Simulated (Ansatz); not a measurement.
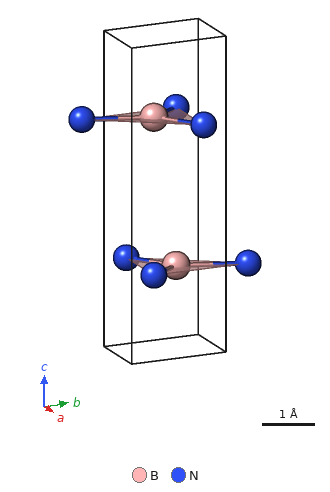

Figure 1. The input geometry (polyhedral view of the cell of the calculation, seen slightly off an axis; polyhedra are completed across the faces of the cell). An atom can appear more than once, as a periodic image.

# Run report: BN, geometry relaxation

The run: geometry relaxation of BN (P6₃/mmc, 4 atoms in the cell). Method and program: DFT, PBE, dispersion d3bj, plane waves, PAW (Ansatz 0.2.0).

The structure derives from an entry of the Crystallography Open Database. The run did not end well.

### Input
```yaml
crystal:
  lattice:
    - [2.4742646219, 0.0, 0.0]
    - [-1.237132311, 2.1427760183, 0.0]
    - [0.0, 0.0, 6.176337181]
  atoms:
    - { symbol: B, position: [0.3333333333, 0.6666666667, 0.25] }
    - { symbol: B, position: [0.6666666667, 0.3333333333, 0.75] }
    - { symbol: "N", position: [0.3333333333, 0.6666666667, 0.75] }
    - { symbol: "N", position: [0.6666666667, 0.3333333333, 0.25] }
  symmetry: { detect: false }
basis:
  ecutwfc: 420
kpoints:
  mp_grid: { grid: [12, 12, 4] }
hamiltonian:
  xc: pbe
  dispersion: d3bj
scf:
  occupations: { method: gaussian, width: 0.02 }
output:
  forces: true
  eigenvalues: true
  stress: true
relax:
  adjacent_minimum: "off"
  f_tol: 0.01
  max_steps: 30
  cell: { stress_tol: 0.1, fix: [volume] }
```

Run on 1 thread of Arm Neoverse V1, 24 GiB of memory available, shared host.

Launch command:
```bash
ansatz run input.yaml --threads 1 --pin off --max-ram 2560MiB --backend cpu --events-out ev --progress --plain --runs-dir out
```

### The program's output
```
the start keeps a symmetry that the run doesn't impose, so 4 atoms are moved at random by 1.00e-2 Å, to let the relaxation leave a saddle point. relax.escape_saddle: false keeps them in place
Engine: ansatz 0.2.0, aarch64-unknown-linux-gnu
Pseudopotentials: kind: paw
Pseudopotential: B, paw, valence charge 3, recommended cutoff 420 eV (normal), B.paw.azcp
Pseudopotential: N, paw, valence charge 5, recommended cutoff 420 eV (normal), N.paw.azcp
Functional definition: PBE
  parameter kappa = 0.804
  parameter beta = 0.06672455060314922
  exchange = pbe_x(kappa = kappa, mu = beta*pi^2/3)
  correlation = pbe_c(beta = beta)
Crystal: 4 atoms, lattice volume = 32.746 Å³
Basis set: ecut = 420 eV, 603 PW (Γ), exchange–correlation on 36×36×90 points (8 copies of the dense FFT grid, shifted against one another)
Bands: 12, of which v1, the nominal top of the filled ones, is band 8 counted from 1 (7 counted from 0)
Symmetry: 1 space group operations
k-points: 292 of 576 (time reversal used)
Non-local potential: B, projectors of the file, l = 0: 2, l = 1: 2, l = 2: 1
Non-local potential: N, projectors of the file, l = 0: 2, l = 1: 2, l = 2: 1
PAW form: soft (Blöchl's): semilocal exchange-correlation on the pseudo side does not see the compensation charge
PAW one-centre angular grid: B, 110 points (default); XC on 64 Gauss nodes
PAW one-centre angular grid: N, 110 points (default); XC on 64 Gauss nodes
Initial density: superposition of atomic densities (neutral atoms: chi_scale 0, normalization atom), corrected by the library's trained network
Initial wavefunctions: pseudopotential atomic-orbital guess
Functional: x = pbe(κ = 0.804, μ = 0.2195149727645171), c = pbe(β = 0.06672455060314922)
SCF iter   1: F=—  HF=-1085.303559 eV  |F-HF|=—  |Δ(HF+E_count)|=         —  Δρ=1.95e-3  dr2=3.63e-4  ethr=1.77e-3  ⟨swp⟩=6.2  Hψ=21661  notcnv=0
preconditioner: auto → none  [insulator: Δε(μ)=4.161 eV  Ē_g=16.288 eV  σ=0.020 eV  W_gap=1.00  n_scr=4 (ndim 8)  ℏωp=26.0 eV  f_vac=0.006  D(μ)=0.00/eV (n_scr^D=0)  ε∞_Penn≈3.5]
SCF iter   2: F=—  HF=-1085.304709 eV  |F-HF|=—  |Δ(HF+E_count)|=   1.15e-3  Δρ=9.48e-4  dr2=6.92e-5  ethr=2.27e-6  ⟨swp⟩=2.1  Hψ=9124  notcnv=0
SCF iter   3: F=—  HF=-1085.305122 eV  |F-HF|=—  |Δ(HF+E_count)|=   4.14e-4  Δρ=9.21e-5  dr2=1.31e-6  ethr=4.32e-7  ⟨swp⟩=2.0  Hψ=6775  notcnv=0
SCF iter   4: F=—  HF=-1085.305127 eV  |F-HF|=—  |Δ(HF+E_count)|=   5.09e-6  Δρ=2.46e-5  dr2=6.15e-7  ethr=8.16e-9  ⟨swp⟩=2.0  Hψ=5683  notcnv=0
iter 5 did not close the SCF: its close was put off for the readings that it lacked (scf_convergence_deferred on its scf_iter line)
SCF iter   5: F=-1085.305127 eV  HF=-1085.305127 eV  |F-HF|=5.41e-8  |Δ(HF+E_count)|=   3.94e-8  Δρ=1.05e-5  dr2=2.73e-8  ethr=3.84e-9  ⟨swp⟩=2.1  Hψ=4839  notcnv=0
SCF iter   6: F=-1085.305127 eV  HF=-1085.305127 eV  |F-HF|=2.43e-9  |Δ(HF+E_count)|=   6.69e-8  Δρ=2.24e-6  dr2=8.92e-10  ethr=1.71e-10  ⟨swp⟩=2.2  Hψ=12282  notcnv=0
SCF 1 converged in 6 iterations: F = -1085.305127 eV  dr2 = 8.92e-10
  greatest PAW one-centre occupation: 0.802 electrons in one spin orbital (limit 2), on the N atom at site 3 (counted from 0), in its partial waves of l = 0
relax step   1: F+E_penalty+E_count = -1085.30512747 eV  Δ(F+E_penalty+E_count) = +0.000e0 eV  max|allowed force component| = 7.253e-1 eV/Å  Δτ_max = 0.0000 Å  P = +11.526 GPa  Ω = 32.746 Å³  fix = [volume]  reactions: volume +11.526 GPa  (6 SCF iters, dr2 threshold 1.00e-7 eV, accepted)
Basis set: ecut = 420 eV, 591 PW (Γ), exchange–correlation on 36×36×90 points (8 copies of the dense FFT grid, shifted against one another)
Initial density: handed on by an earlier stage of this run
Initial wavefunctions: those handed on with the density
iter 1 solved again at ethr=2.35e-5 eV; its pass at ethr=3.10e-3 eV (dr2=3.76e-3 eV) is discarded
SCF iter   1: F=—  HF=-1085.332483 eV  |F-HF|=—  |Δ(HF+E_count)|=         —  Δρ=4.05e-3  dr2=3.34e-3  ethr=2.35e-5  ⟨swp⟩=1.9  Hψ=30011  notcnv=0
preconditioner: auto → none  [insulator: Δε(μ)=4.079 eV  Ē_g=16.137 eV  σ=0.020 eV  W_gap=1.00  n_scr=4 (ndim 8)  ℏωp=26.0 eV  f_vac=0.002  D(μ)=0.00/eV (n_scr^D=0)  ε∞_Penn≈3.6]
SCF iter   2: F=—  HF=-1085.331528 eV  |F-HF|=—  |Δ(HF+E_count)|=   9.56e-4  Δρ=1.53e-3  dr2=3.60e-4  ethr=2.08e-5  ⟨swp⟩=2.8  Hψ=6732  notcnv=0
SCF iter   3: F=—  HF=-1085.331507 eV  |F-HF|=—  |Δ(HF+E_count)|=   2.06e-5  Δρ=4.01e-4  dr2=8.21e-5  ethr=2.25e-6  ⟨swp⟩=2.6  Hψ=5604  notcnv=0
SCF iter   4: F=—  HF=-1085.331492 eV  |F-HF|=—  |Δ(HF+E_count)|=   1.55e-5  Δρ=1.53e-4  dr2=5.01e-6  ethr=5.13e-7  ⟨swp⟩=2.1  Hψ=4802  notcnv=0
iter 5 did not close the SCF: its close was put off for the readings that it lacked (scf_convergence_deferred on its scf_iter line)
SCF iter   5: F=-1085.331493 eV  HF=-1085.331493 eV  |F-HF|=1.86e-7  |Δ(HF+E_count)|=   1.12e-6  Δρ=3.76e-5  dr2=1.92e-7  ethr=3.13e-8  ⟨swp⟩=2.8  Hψ=5200  notcnv=0
SCF iter   6: F=-1085.331493 eV  HF=-1085.331493 eV  |F-HF|=3.17e-9  |Δ(HF+E_count)|=   2.13e-7  Δρ=3.63e-6  dr2=1.79e-9  ethr=1.20e-9  ⟨swp⟩=2.6  Hψ=14256  notcnv=0
SCF 2 converged in 6 iterations: F = -1085.331493 eV  dr2 = 1.79e-9
  greatest PAW one-centre occupation: 0.800 electrons in one spin orbital (limit 2), on the N atom at site 3 (counted from 0), in its partial waves of l = 0
relax step   2: F+E_penalty+E_count = -1085.33149293 eV  Δ(F+E_penalty+E_count) = -2.637e-2 eV  max|allowed force component| = 4.386e-1 eV/Å  Δτ_max = 0.0084 Å  P = +6.549 GPa  Ω = 32.746 Å³  fix = [volume]  reactions: volume +6.549 GPa  (6 SCF iters, dr2 threshold 4.00e-7 eV, accepted)
iter 1 solved again at ethr=1.60e-4 eV; its pass at ethr=3.10e-3 eV (dr2=2.55e-2 eV) is discarded
SCF iter   1: F=—  HF=-1085.340822 eV  |F-HF|=—  |Δ(HF+E_count)|=         —  Δρ=8.64e-3  dr2=2.54e-2  ethr=1.60e-4  ⟨swp⟩=1.1  Hψ=29243  notcnv=0
preconditioner: auto → none  [insulator: Δε(μ)=4.076 eV  Ē_g=16.084 eV  σ=0.020 eV  W_gap=1.00  n_scr=4 (ndim 8)  ℏωp=26.0 eV  f_vac=0.003  D(μ)=0.00/eV (n_scr^D=0)  ε∞_Penn≈3.6]
SCF iter   2: F=—  HF=-1085.335369 eV  |F-HF|=—  |Δ(HF+E_count)|=   5.45e-3  Δρ=2.88e-3  dr2=5.25e-3  ethr=1.59e-4  ⟨swp⟩=2.4  Hψ=6482  notcnv=0
SCF iter   3: F=—  HF=-1085.334252 eV  |F-HF|=—  |Δ(HF+E_count)|=   1.12e-3  Δρ=2.03e-3  dr2=5.95e-4  ethr=3.28e-5  ⟨swp⟩=2.4  Hψ=6046  notcnv=0
SCF iter   4: F=—  HF=-1085.334282 eV  |F-HF|=—  |Δ(HF+E_count)|=   2.95e-5  Δρ=3.63e-4  dr2=1.63e-5  ethr=3.72e-6  ⟨swp⟩=2.0  Hψ=4728  notcnv=0
SCF iter   5: F=—  HF=-1085.334253 eV  |F-HF|=—  |Δ(HF+E_count)|=   2.84e-5  Δρ=4.08e-5  dr2=2.23e-7  ethr=1.02e-7  ⟨swp⟩=2.5  Hψ=5852  notcnv=0
SCF iter   6: F=-1085.334253 eV  HF=-1085.334253 eV  |F-HF|=6.09e-9  |Δ(HF+E_count)|=   1.77e-7  Δρ=6.16e-6  dr2=6.31e-9  ethr=1.39e-9  ⟨swp⟩=2.6  Hψ=14872  notcnv=0
SCF 3 converged in 6 iterations: F = -1085.334253 eV  dr2 = 6.31e-9
  greatest PAW one-centre occupation: 0.798 electrons in one spin orbital (limit 2), on the N atom at site 3 (counted from 0), in its partial waves of l = 0
relax step   3: F+E_penalty+E_count = -1085.33425326 eV  Δ(F+E_penalty+E_count) = -2.760e-3 eV  max|allowed force component| = 1.291e-1 eV/Å  Δτ_max = 0.0288 Å  P = +4.013 GPa  Ω = 32.746 Å³  energy of the carried Pulay correction = +4.335e-17 eV  fix = [volume]  reactions: volume +4.013 GPa  (6 SCF iters, dr2 threshold 4.00e-7 eV, accepted)
iter 1 solved again at ethr=1.14e-4 eV; its pass at ethr=3.10e-3 eV (dr2=1.82e-2 eV) is discarded
SCF iter   1: F=—  HF=-1085.341244 eV  |F-HF|=—  |Δ(HF+E_count)|=         —  Δρ=7.19e-3  dr2=1.84e-2  ethr=1.14e-4  ⟨swp⟩=1.0  Hψ=28222  notcnv=0
preconditioner: auto → none  [insulator: Δε(μ)=4.116 eV  Ē_g=16.103 eV  σ=0.020 eV  W_gap=1.00  n_scr=4 (ndim 8)  ℏωp=26.0 eV  f_vac=0.002  D(μ)=0.00/eV (n_scr^D=0)  ε∞_Penn≈3.6]
SCF iter   2: F=—  HF=-1085.337375 eV  |F-HF|=—  |Δ(HF+E_count)|=   3.87e-3  Δρ=2.37e-3  dr2=3.85e-3  ethr=1.14e-4  ⟨swp⟩=2.4  Hψ=6409  notcnv=0
SCF iter   3: F=—  HF=-1085.336552 eV  |F-HF|=—  |Δ(HF+E_count)|=   8.23e-4  Δρ=1.72e-3  dr2=4.29e-4  ethr=2.41e-5  ⟨swp⟩=2.3  Hψ=5967  notcnv=0
```

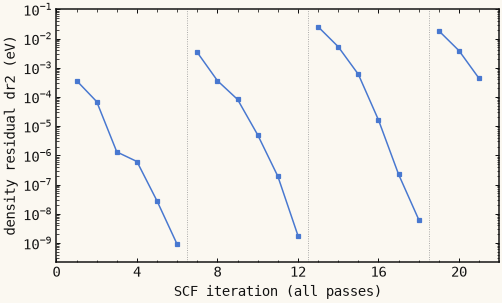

Figure 2. Convergence of the self-consistent field: density residual dr2 against the SCF iteration. Dotted lines part the SCF passes that the log prints in full.

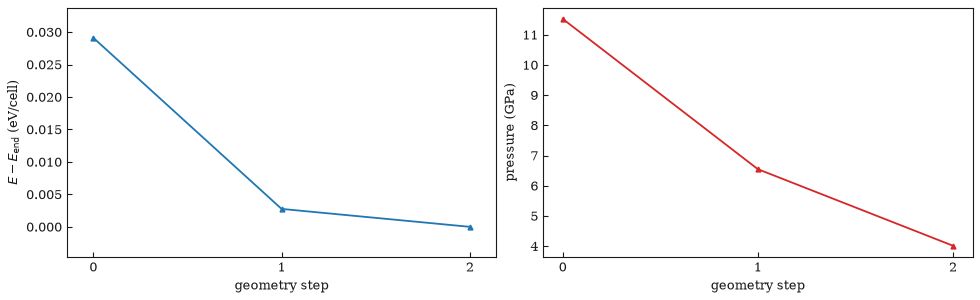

Figure 3. Progress of the relaxation, step by step (the first geometry is step 0 here and step 1 in the log).

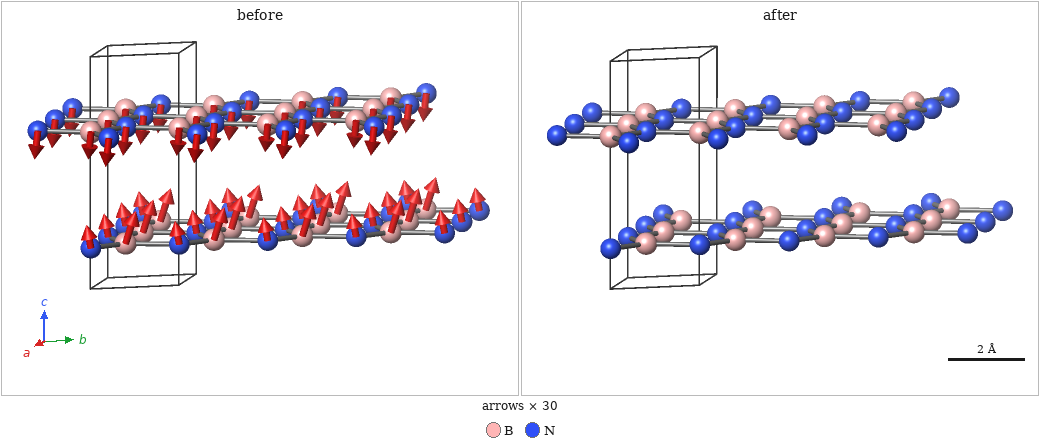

Figure 4. Before (left) and after (right) the relaxation, at one scale (ball-and-stick view of the cell of the calculation, repeated 3 × 4 × 1, with bonded neighbours outside it, seen slightly off an axis). The red arrows give the displacements (without the part carried along by the change of the cell), magnified 30 times. The run was cut off at its time limit before the relaxation converged, so the last structure is only a point on the way. The atom that moves furthest relative to the cell is B1 (0.031 Å). By element the largest moves are B 0.031 Å, N 0.026 Å. The drawn cell changes at constant volume: a 2.474 → 2.499 Å (+1.0 %), b 2.474 → 2.498 Å (+1.0 %), c 6.176 → 6.059 Å (−1.9 %). Among the contacts that change: B1–N4 1.420 → 1.441 Å, B2–N3 1.429 → 1.442 Å. The space group (tolerance 0.01 Å) goes from P1 (No. 1) to C2/m (No. 12). Over 2 geometry steps the energy falls by 29.1 meV per cell of the calculation. The largest force component goes from 0.73 to 0.13 eV/Å. Pressure: 11.53 GPa at the start and 4.01 GPa at the end. (Atoms are counted from 1 in the order of the input.)

```
Step cancelled. What follows is not a result of the run: it is the report of the last solve that finished, which converged after 6 SCF iterations.
Free energy (F): -1085.334253 eV
Harris-Foulkes:  -1085.334253 eV  (|F-HF|=6.09e-9)
Internal energy: -1085.334253 eV  (E = F + TS)
E sigma→0 (E₀):  -1085.334253 eV
Fermi energy:    7.937336 eV
--- Per-component energies (eV) ---
  E_band       = -21.242122
  E_kinetic    = 368.312996
  E_local      = -608.495910  (includes V_loc(G=0)·N_el)
  E_nonlocal   = 115.892583
  E_hartree    = 189.184571
  E_xc         = -184.908766
  E_vxc        = -229.486065  (∫ρ·V_xc dr)
  E_paw        = -413.768432  (= ΣΔE_a)
  E_vpaw       = -45.835334  (= ΣTr[D̂ρ^β])
  E_aug_tail   = 0.000195  (compensation charges beyond the density's cutoff)
  E_ewald      = -550.918438
  E_disp       = -0.633053  (pairwise vdW)
  E_smearing   = -0.000000  (= −TS)
  E_closure    = 0.000000  (closes the sum)
  Σ components = -1085.334253   (vs F -1085.334253, Δ=0.00e0)
--- Forces (eV/Å), atoms counted from 1 ---
  atom   1  B      0.00216162     0.12909594    -0.01590263
  atom   2  B     -0.04853625    -0.00244643     0.01254199
  atom   3  N      0.05008921     0.00155991     0.07029178
  atom   4  N     -0.00371493    -0.12820845    -0.06693159
  max |Σ_I F_I| component: 9.69e-7 eV/Å
--- Stress (GPa, compression-positive) ---
        3.271916       0.061718       0.001485
        0.061718       3.137790      -0.011596
        0.001484      -0.011597       3.719775
  P = ⅓ Tr σ = 3.3765 GPa (33.765 kbar)
--- Band table (eV; the first three rows and the last of 292) ---
  k-point 0: bands = ["-12.1719", "-11.5980", "-0.9078", "2.3264", "4.4457", "4.4871", "4.5443", "4.5861", "11.7736", "17.2106", "17.3454", "17.3933"]
  k-point 1: bands = ["-12.0969", "-11.6895", "-0.5238", "1.7181", "4.4572", "4.4970", "4.5334", "4.5734", "12.6734", "16.4494", "17.3791", "17.4268"]
  k-point 2: bands = ["-11.9340", "-11.8689", "0.3929", "0.6006", "4.4756", "4.5014", "4.5283", "4.5543", "14.4938", "14.7792", "17.4426", "17.4776"]
  k-point 291: bands = ["-8.7888", "-8.7697", "-3.1189", "-3.1030", "1.6787", "1.7042", "4.8015", "4.9384", "10.4772", "10.6117", "15.8477", "15.9004"]
End of that report.
Error: SIGTERM received: cancelled by the caller after 3 completed SCF iterations
```

### Trajectory as extended XYZ (Å, eV, eV/Å), 3 frames, from step=1 to step=3
```
4
Lattice="2.4743 0.0000 0.0000 -1.2371 2.1428 0.0000 0.0000 0.0000 6.1763" Properties=species:S:1:pos:R:3:forces:R:3 step=1 energy=-1085.30513 pressure_GPa=11.53
B     0.0009    1.4188    1.5420    0.0155   0.7253   0.1202
B     1.2390    0.7231    4.6365   -0.2825  -0.0288  -0.0204
N    -0.0043    1.4368    4.6358    0.2834   0.0281   0.0209
N     1.2384    0.7208    1.5515   -0.0164  -0.7246  -0.1207
4
Lattice="2.4898 -0.0000 -0.0000 -1.2449 2.1563 0.0000 -0.0000 0.0000 6.0992" Properties=species:S:1:pos:R:3:forces:R:3 step=2 energy=-1085.33149 pressure_GPa=6.55
B    -0.0032    1.4338    1.5268    0.0088   0.4386  -0.0125
B     1.2497    0.7245    4.5790   -0.1676  -0.0160   0.0126
N     0.0010    1.4430    4.5800    0.1667   0.0161  -0.0189
N     1.2419    0.7253    1.5257   -0.0079  -0.4386   0.0188
4
Lattice="2.4986 0.0001 0.0001 -1.2492 2.1630 0.0007 0.0002 0.0021 6.0588" Properties=species:S:1:pos:R:3:forces:R:3 step=3 energy=-1085.33425 pressure_GPa=4.01
B     0.0031    1.4424    1.5427    0.0022   0.1291  -0.0159
B     1.2469    0.7283    4.5235   -0.0485  -0.0024   0.0125
N    -0.0036    1.4491    4.5226    0.0501   0.0016   0.0703
N     1.2524    0.7246    1.5433   -0.0037  -0.1282  -0.0669
```

### Outcome

| quantity | value |
| --- | --- |
| outcome | stopped at the time limit |
| space group (tolerance 0.01 Å) | P6₃/mmc (194) → C2/m (12) |
| final cell | a = 2.499 Å, b = 2.498 Å, c = 6.059 Å, α = 89.97°, β = 90.00°, γ = 120.00° |
| wall time | 49 s |
| peak memory | 0.41 GiB |

### What went wrong

Settings chosen away from the usual ones: crystal.symmetry set to {"detect": false}. The run was cut off by its time limit, so the output is incomplete.
